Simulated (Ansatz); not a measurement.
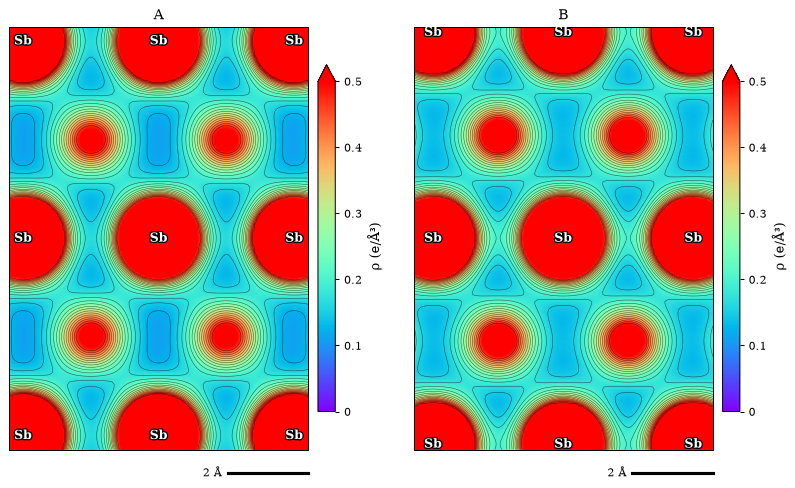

Sb. The valence charge density (pseudo) of two cells that differ in size and shape, on the (100) plane of each (indices in the axes of the calculation cell), at one length scale and on one colour scale; one has 23.2 and the other 24.1 Å³ an atom.

Space group P6₃/mmc.

Method: DFT r2SCAN, scalar-relativistic, plane waves, PAW (Ansatz).

Core electrons are frozen (PAW), and the valence fields are smoothed inside the atomic spheres.

Which panel shows the smaller cell, and what does the compression change?

Answer. Panel B is the smaller cell, by 4 % in volume. From the larger cell to the smaller, Sb–Sb goes from 3.37 to 3.23 Å, and the density at its midpoint from 0.16 to 0.2 e/Å³; the pressure goes from 10 to 14 GPa.
